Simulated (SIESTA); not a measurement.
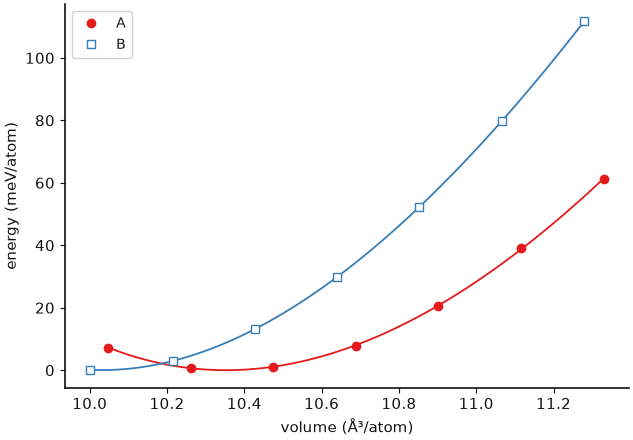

The figure shows the energy against volume, with one curve for each functional, for Co (space group P6_3/mmc). The labels are replaced by letters. In alphabetical order the cases are: LDA; PBEsol.

Method: DFT in numerical atomic orbitals with pseudopotentials, collinear spins; energies at scaled volumes of the given cell, shape and fractions fixed, counted from the fit's minimum, third-order Birch-Murnaghan fit (SIESTA 5.4.2). All runs: collinear spin.

occupations Fermi–Dirac; smearing width 0.05 eV; potentials PseudoDojo 0.4 standard, converted to PSML, two zetas on semicore shells.

Q: Which letter stands for which functional?

A: A: PBEsol; B: LDA.

Limits of the calculation: the fit and the printed pressures don't fully agree, or the minimum lies near the end of the range (LDA); mulliken charges of long orbitals; short basis over semicore shells; shape and atomic fractions are frozen while scaling, which makes layered, chain and framework solids too stiff.
